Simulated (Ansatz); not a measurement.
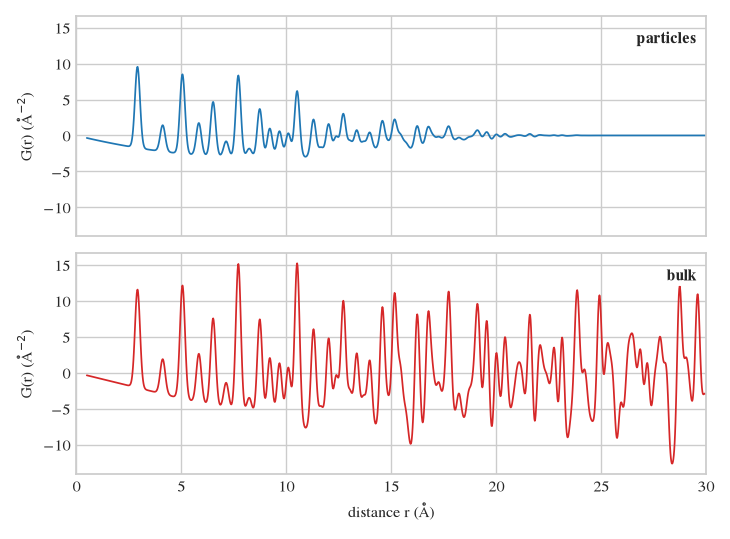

Computed X-ray G(r), with each pair weighted by the product of the atomic numbers (X-ray weights at Q = 0) and a uniform peak width σ = 0.12 Å, for spherical particles of Au with the bulk structure: the bulk G(r) is multiplied by the envelope of a sphere of diameter D, 1 − 3r/2D + r³/2D³, with no surface relaxation. The number density is 0.057 atoms per Å³. Structure used: coordinates from a relaxation with DFT r2SCAN, scalar-relativistic, plane waves, PAW in Ansatz; the starting structure was generated, so it need not be a known form of this composition.

How large are the particles?

Answer. About 25 Å (2.5 nm): the signal is half of the bulk amplitude at r ≈ 8.7 Å and vanishes at r = D, fading from view somewhat earlier.

Roughly how many atoms does one particle hold?

Answer. About 470 (number density 0.057 Å⁻³ times πD³/6).
